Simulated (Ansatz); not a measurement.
## Band-structure calculation of AlN (part 2 of 2)

Continued. System: AlN (P6₃/mmc, 4 atoms in the cell). Method: DFT, HSE06, plane waves, PAW, no spin polarisation (Ansatz 0.2.0); cutoff 420 eV, 9×9×4 k-mesh, fixed occupations. The structure was built on a prototype by a generator. The geometry comes from this level: r2SCAN (a point of a series of strains). It belongs to a series of runs on one base structure; here: hydrostatic strain -0.8%.

Geometry of the input (Å; fractional positions):
```
2.8108  0.0000  0.0000
-1.4054  2.4342  0.0000
0.0000  0.0000  4.8033
Al 0.0000  0.0000  0.0000
Al 0.0000  0.0000  0.5000
N  0.3333  0.6667  0.2500
N  0.6667  0.3333  0.7500
```

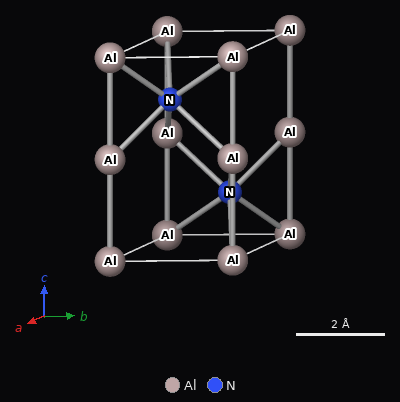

**Figure 1.** The structure (ball-and-stick view of the cell of the calculation, seen slightly off an axis).

## What the program printed, continued
```
SCF iter   1: F=—  HF=-1848.137600 eV  |F-HF|=—  |Δ(HF+E_count)|=         —  Δρ=6.48e-3  dr2=6.68e-3  ethr=1.94e-5  ⟨swp⟩=6.6  Hψ=2264  notcnv=0
preconditioner: auto → none  [insulator: Δε(μ)=6.666 eV  Ē_g=17.399 eV  n_scr=2 (ndim 8)  ℏωp=25.9 eV  f_vac=0.000]
SCF iter   2: F=—  HF=-1848.134658 eV  |F-HF|=—  |Δ(HF+E_count)|=   2.94e-3  Δρ=3.07e-3  dr2=1.82e-3  ethr=1.94e-5  ⟨swp⟩=2.3  Hψ=1092  notcnv=0
SCF iter   3: F=—  HF=-1848.133988 eV  |F-HF|=—  |Δ(HF+E_count)|=   6.71e-4  Δρ=3.95e-4  dr2=4.52e-4  ethr=7.57e-6  ⟨swp⟩=3.1  Hψ=1219  notcnv=0
SCF iter   4: F=—  HF=-1848.138880 eV  |F-HF|=—  |Δ(HF+E_count)|=   4.89e-3  Δρ=5.49e-4  dr2=5.93e-5  ethr=2.90e-7  ⟨swp⟩=5.0  Hψ=2072  notcnv=0  defer=2
SCF iter   5: F=-1848.138861 eV  HF=-1848.138861 eV  |F-HF|=5.03e-7  |Δ(HF+E_count)|=   1.89e-5  Δρ=7.90e-5  dr2=4.31e-6  ethr=2.90e-7  ⟨swp⟩=2.5  Hψ=1103  notcnv=0  defer=1
SCF 2 stopped early in 5 iterations: F = -1848.138861 eV  dr2 = 4.31e-6
  greatest PAW one-centre occupation: 0.786 electrons in one spin orbital (limit 2), on the N atom at site 3 (counted from 0), in its partial waves of l = 0
hybrid outer 1: dexx = +5.285e-3 eV, tail = 1.57e-5 eV
Exchange kernel: α = 0.2500, screened, ω = 0.2079 Å⁻¹, Wigner–Seitz truncation, v(0) = 1046.0504 eV·Å³, q-mesh 9×9×4, nearest image of the exchange supercell L = 19.21 Å, pair-density grid 15×15×24, without the augmentation charges, whose exchange is taken in its separable form by FFT convolution over the k-point mesh (sized by the pseudopotential files, 18×18×36 at the most), smooth part of the exact exchange by density-matrix convolution
Frozen-core exchange: fock
SCF iter   1: F=—  HF=-1848.138937 eV  |F-HF|=—  |Δ(HF+E_count)|=         —  Δρ=8.58e-5  dr2=9.32e-7  ethr=4.92e-7  ⟨swp⟩=3.2  Hψ=1231  notcnv=0
preconditioner: auto → none  [insulator: Δε(μ)=6.681 eV  Ē_g=17.399 eV  n_scr=2 (ndim 8)  ℏωp=25.9 eV  f_vac=0.000]
SCF iter   2: F=—  HF=-1848.138937 eV  |F-HF|=—  |Δ(HF+E_count)|=   2.01e-7  Δρ=1.00e-5  dr2=4.08e-8  ethr=5.45e-9  ⟨swp⟩=4.0  Hψ=1610  notcnv=0
SCF iter   3: F=-1848.138938 eV  HF=-1848.138938 eV  |F-HF|=2.62e-9  |Δ(HF+E_count)|=   4.05e-7  Δρ=5.20e-6  dr2=5.80e-9  ethr=5.86e-11  ⟨swp⟩=5.5  Hψ=2010  notcnv=0  defer=19
SCF 3 converged in 3 iterations: F = -1848.138938 eV  dr2 = 5.80e-9
  Residual-converged pass: ⟨swp⟩=2.4  Hψ=917  notcnv=0  max |occ|·‖R‖ = 2.4e-6 eV (tolerance 2.4e-6 eV)  dr2=5.79e-9  dr2_onsite=2.46e-10  max |Δocc| = 0.0e0
hybrid outer 2: dexx = +4.943e-7 eV, tail = 1.46e-8 eV, Δε = 9.76e-4 eV (about 3.24e-5 eV left of the loop's levels)
the search or the solves at the SCF's close seem to have found levels that the self-consistency loop had missed (the run counts 3). By its estimate they hold under 1e-12 electrons; where the run keeps them, the occupations were computed again with them
NSCF: frozen V_eff on 7 k-points
hybrid SCF converged: 2 outer / 8 inner (+2 warm-up), last move |dexx| = 4.94e-7 eV, tail = 1.46e-8 eV
Stability not checked: this state was not tested for a lower state beside it, because the functional holds exact exchange (a hybrid, or Hartree-Fock), whose exchange loop this test does not read (fock_operator; see scf.lower_state_search)
Free energy (F): -1848.138938 eV
Frozen-core exchange: fock
Harris-Foulkes:  -1848.138938 eV  (|F-HF|=2.62e-9)
Internal energy: -1848.138938 eV  (E = F + TS)
E sigma→0 (E₀):  -1848.138938 eV
Fermi energy:    10.523363 eV
--- Per-component energies (eV) ---
  E_band       = 54.285789
  E_kinetic    = 327.875898
  E_local      = -336.814363  (includes V_loc(G=0)·N_el)
  E_nonlocal   = 106.733239
  E_hartree    = 123.146025
  E_xc         = -167.687971
  E_vxc        = -177.262858  (∫ρ·V_xc dr)
  E_exx        = -36.417795  (= α·E_x^exact, valence–valence)
  E_paw        = -1193.346597  (= ΣΔE_a)
  E_vpaw       = -39.701640  (= ΣTr[D̂ρ^β])
  E_aug_tail   = 0.000194  (compensation charges beyond the density's cutoff)
  E_ewald      = -671.493578
  E_core_change = -0.133989  (= ΣΔE_core)
  E_smearing   = -0.000000  (= −TS)
  E_closure    = -0.000000  (closes the sum)
  Σ components = -1848.138938   (vs F -1848.138938, Δ=2.27e-13)
--- Forces (eV/Å), atoms counted from 1 ---
  atom   1  Al    -0.00000000     0.00000000     0.00000000
  atom   2  Al    -0.00000000     0.00000000     0.00000000
  atom   3  N     -0.00000000     0.00000000     0.00000000
  atom   4  N     -0.00000000    -0.00000000     0.00000000
  max |Σ_I F_I| component: 5.55e-17 eV/Å
--- Stress (GPa, compression-positive) ---
        4.047972       0.000000       0.000000
        0.000000       4.047972       0.000000
        0.000000       0.000000       6.216773
  P = ⅓ Tr σ = 4.7709 GPa (47.709 kbar)
--- Band table (eV; the first three rows and the last of 36) ---
  k-point 0: bands = ["-8.8342", "-5.6522", "1.1111", "9.5375", "9.5375", "9.9651", "10.5234", "10.5234", "17.5742", "18.5334", "20.9957", "24.8972", "24.8972"]
  k-point 1: bands = ["-8.5156", "-6.3781", "2.3909", "8.2926", "9.6745", "9.6745", "10.3716", "10.3716", "18.4941", "18.6864", "21.3940", "24.3488", "24.3488"]
  k-point 2: bands = ["-7.6136", "-7.6136", "5.1991", "5.1991", "10.0154", "10.0154", "10.0154", "10.0154", "18.9418", "18.9418", "22.9869", "22.9869", "24.2307"]
  k-point 35: bands = ["-4.4005", "-4.4005", "3.5667", "3.5667", "3.7745", "3.7745", "8.7347", "8.7347", "18.5870", "18.5870", "21.4662", "21.4662", "24.3421"]
```

## File bands.tsv
```
# k_distance	band_0	band_1	band_2	band_3	band_4	band_5	band_6	band_7	band_8	band_9	band_10	band_11	band_12
# fermi_ev = 10.523363
# lock_threshold_ev = 1e-6
# [0, 0, 0] at k_distance = 0.000000
# [0.5, 0, 0] at k_distance = 1.290613
# [0.3333333333, 0.3333333333, 0] at k_distance = 2.035748
# [0, 0, 0.5] at k_distance = 3.663230
# [0.5, 0, 0.5] at k_distance = 4.953843
# [0.3333333333, 0.3333333333, 0.5] at k_distance = 5.698979
# [0, -0.5, 0.317708] at k_distance = 8.396165
# levels_relative_to = fermi_ev
# free_energy_ev = -1848.138938
# largest_residual_norms_ev = 2.116e-4 4.453e-4 3.936e-4 6.449e-4 4.936e-4 4.122e-4 4.310e-4 5.614e-4 5.070e-4 6.212e-4 5.528e-4 1.099e-3 1.829e-3
0.000000	-19.357600	-16.175521	-9.412291	-0.985846	-0.985846	-0.558312	-0.000000	-0.000000	7.050794	8.010065	10.472326	14.373846	14.373846
1.290613	-15.829736	-14.998836	-8.333652	-6.861157	-5.531796	-3.292276	-2.851769	-1.255533	6.697053	8.063192	8.300361	12.689601	13.016381
2.035748	-14.988697	-14.988697	-7.898357	-5.439330	-5.439330	-5.190546	-4.166196	-4.166196	6.968559	11.838779	11.838779	12.031720	12.031720
3.663230	-18.136936	-18.136936	-5.324260	-5.324260	-0.507962	-0.507962	-0.507962	-0.507962	8.418433	8.418433	12.463565	12.463565	13.707359
4.953843	-15.360132	-15.360132	-8.563814	-8.563814	-2.919713	-2.919713	-2.136987	-2.136987	7.255914	7.255914	8.578394	8.578394	15.366216
5.698979	-14.923829	-14.923829	-6.956664	-6.956664	-6.748860	-6.748860	-1.788703	-1.788703	8.063601	8.063601	10.942868	10.942868	13.818731
8.396165	-15.608532	-15.142466	-8.726103	-7.943758	-4.035364	-2.554795	-2.540335	-1.685826	6.480436	7.503568	9.243438	9.576004	13.996591
```

## File rho_z.tsv
```
# z_ang	rho[e/angstrom^3]
# format = ansatz-planar-average/11
# lattice	2.810756860	0.000000000	0.000000000
# lattice	-1.405378430	2.434186845	0.000000000
# lattice	0.000000000	0.000000000	4.803250956
# sites	4
# site	13	0.000000000	0.000000000	0.000000000
# site	13	0.000000000	0.000000000	2.401625478
# site	7	0.000000000	1.622791230	1.200812739
# site	7	1.405378430	0.811395615	3.602438217
0.000000	1.878213e-1
0.133424	1.996518e-1
0.266847	2.354784e-1
0.400271	2.970624e-1
0.533695	3.861548e-1
0.667118	5.026602e-1
0.800542	6.366281e-1
0.933965	7.589351e-1
1.067389	8.387153e-1
1.200813	8.651552e-1
1.334236	8.387153e-1
1.467660	7.589351e-1
1.601084	6.366281e-1
1.734507	5.026602e-1
1.867931	3.861548e-1
2.001355	2.970624e-1
2.134778	2.354784e-1
2.268202	1.996518e-1
2.401625	1.878213e-1
2.535049	1.996518e-1
2.668473	2.354784e-1
2.801896	2.970624e-1
2.935320	3.861548e-1
3.068744	5.026602e-1
3.202167	6.366281e-1
3.335591	7.589351e-1
3.469015	8.387153e-1
3.602438	8.651552e-1
3.735862	8.387153e-1
3.869285	7.589351e-1
4.002709	6.366281e-1
4.136133	5.026602e-1
4.269556	3.861548e-1
4.402980	2.970624e-1
4.536404	2.354784e-1
4.669827	1.996518e-1
```

## File v_z.tsv
```
# z_ang	v_es[eV]	v_tot[eV]
# format = ansatz-planar-average/11
# xc	hse06
# density_cutoff_ev	1680
# datasets	Al=:simpson_from_first_knot:soft:fock:shift=0	N=:simpson_from_first_knot:soft:fock:shift=0
# lattice	2.810756860	0.000000000	0.000000000
# lattice	-1.405378430	2.434186845	0.000000000
# lattice	0.000000000	0.000000000	4.803250956
# sites	4
# site	13	0.000000000	0.000000000	0.000000000
# site	13	0.000000000	0.000000000	2.401625478
# site	7	0.000000000	1.622791230	1.200812739
# site	7	1.405378430	0.811395615	3.602438217
0.000000	4.625151e0	-4.632147e0
0.133424	4.676833e0	-4.604555e0
0.266847	4.805955e0	-4.521506e0
0.400271	5.066462e0	-4.337123e0
0.533695	5.202443e0	-4.317003e0
0.667118	4.914129e0	-4.918720e0
0.800542	4.285824e0	-5.979553e0
0.933965	3.425454e0	-7.134651e0
1.067389	2.612360e0	-8.124418e0
1.200813	2.269920e0	-8.529644e0
1.334236	2.612360e0	-8.124418e0
1.467660	3.425454e0	-7.134651e0
1.601084	4.285824e0	-5.979553e0
1.734507	4.914129e0	-4.918720e0
1.867931	5.202443e0	-4.317003e0
2.001355	5.066462e0	-4.337123e0
2.134778	4.805955e0	-4.521506e0
2.268202	4.676833e0	-4.604555e0
2.401625	4.625151e0	-4.632147e0
2.535049	4.676833e0	-4.604555e0
2.668473	4.805955e0	-4.521506e0
2.801896	5.066462e0	-4.337123e0
2.935320	5.202443e0	-4.317003e0
3.068744	4.914129e0	-4.918720e0
3.202167	4.285824e0	-5.979553e0
3.335591	3.425454e0	-7.134651e0
3.469015	2.612360e0	-8.124418e0
3.602438	2.269920e0	-8.529644e0
3.735862	2.612360e0	-8.124418e0
3.869285	3.425454e0	-7.134651e0
4.002709	4.285824e0	-5.979553e0
4.136133	4.914129e0	-4.918720e0
4.269556	5.202443e0	-4.317003e0
4.402980	5.066462e0	-4.337123e0
4.536404	4.805955e0	-4.521506e0
4.669827	4.676833e0	-4.604555e0
```

## Results in brief

| quantity | value |
| --- | --- |
| outcome | converged |
| space group (tolerance 0.01 Å) | P6₃/mmc (194) |
| electrons treated | 16 |
| free energy | −1848.1389 eV |
| Fermi energy | 10.523 eV |
| gap on the k-point mesh | 6.68 eV |
| pressure | 4.77 GPa |
| largest force (length of the vector) | under 0.001 eV/Å |
| hardware | 4 threads of an Arm (aarch64) CPU, shared host |
| wall time | 44 s (CPU time 2.5 min) |
| peak memory | 1.1 GiB |

## Remarks

The program warns: the exchange loop's threshold is looser than advised for the stress; the SCF threshold is looser than advised for the printed stress.
